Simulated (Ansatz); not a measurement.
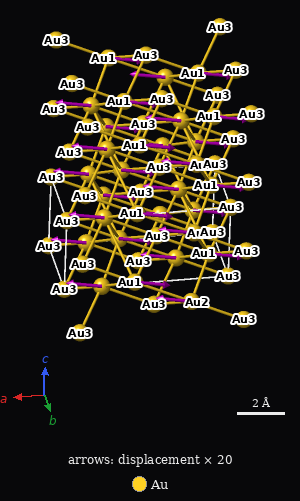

A relaxation of crystalline Au (built on the Te_12 type) (coarse preliminary run). The starting structure is drawn; purple arrows show the displacements (the part carried along by the change of the cell is left out), 20 times their true length.

Style: ball-and-stick. Shown: the conventional cell (2 times the calculation's cell), repeated 1 × 2 × 3 with one cell outlined, from a free direction. Lengths and directions refer to the drawn axes.

Case: Te type (C2/m, No. 12).

Method: Ansatz 0.2.0, DFT PBE, scalar-relativistic, plane waves, PAW. Settings: plane-wave cutoff 420 eV; k-point mesh 6 × 6 × 6; occupations gaussian; smearing width 0.1 eV; no spin polarisation; cell and atoms relaxed; force threshold 0.04 eV/Å; at most 70 steps.

Describe the change and its energy.

After 14 accepted moves (18 points after the start) the energy has fallen by 420 meV per atom. The largest force component goes from 1.5 to 0.0013 eV/Å. The pressure goes from 34.25 to −0.04 GPa. The line search rejected the trial steps at points 13, 15 of the run. The SCF was repeated twice at an unchanged geometry on a basis and grid sized afresh for the cell, which shifted the energy by 10.8 meV per atom at most. The largest moves relative to the cell, 0.081 Å, are those of Au1 and Au2. Au2 goes along [1 0 1]. The volume changes by +10.5 %, with a 7.203 → 9.071 Å (+25.9 %), b 4.034 → 4.190 Å (+3.9 %), c 3.368 → 2.991 Å (−11.2 %), β 91.9° → 108.1°. Among the contacts that change: Au1–Au1 3.368 → 2.991 Å, Au1–Au2 2.584 → 2.933 Å, Au1–Au3 2.545 → 2.875 Å, Au1–Au3 (another image) 3.264 → 2.962 Å. Among the angles between lasting bonds that change: Au1–Au3–Au2 74.5° → 61.3°, Au1–Au3–Au1 105.5° → 118.7°, Au1–Au3–Au1 99.7° → 91.1°. The space group stays C2/m (No. 12).
